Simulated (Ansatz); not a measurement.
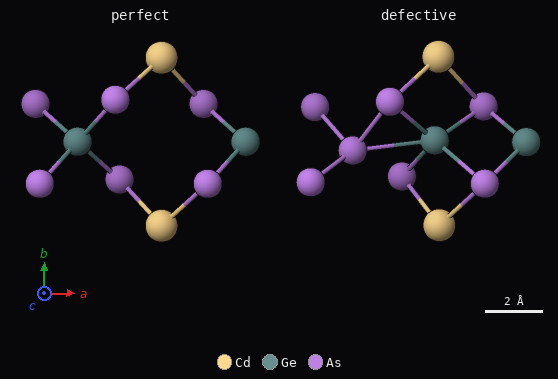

Left: perfect CdGeAs2. Right: the same region with a pair of point defects, after relaxing the atoms in a supercell of 64 sites. Style: ball-and-stick. Shown: the atoms within 4.6 Å of one point, in a slice 4.2 Å thick across the line of sight, along the c axis.

The calculation used Ansatz, DFT, PBEsol, PAW, plane waves. Set-up: plane-wave cutoff 420 eV; k-point mesh 1 × 1 × 1; mesh shifted by (0.25, 0.25, 0.25); collinear spin. Fermi-Dirac smearing of 0.01 eV. The axes drawn are those of the host's conventional cell.

> Which defect is it?

A germanium atom is replaced by arsenic and an extra germanium atom is put between the host's atoms (an interstitial), the two sites 3.0 Å apart.

The charge state of the cell is 0.

> How does the lattice respond?

In the host the Ge atom has 4 As at 2.45 Å; the As atom ends with 4 As at 2.45 to 2.86 Å. The Ge atom starts with 4 As at 2.54 Å, 3 Cd at 2.67 to 2.98 Å, 3 Ge at 2.98 to 2.99 Å around its place and ends with 4 As at 2.45 to 2.80 Å. Of the host's atoms, a germanium atom moves furthest from its site, by 0.54 Å. The As atom itself moves 0.39 Å from where it was put. The Ge atom itself moves 0.37 Å from where it was put. The cell's net moment is 0.55 μB.
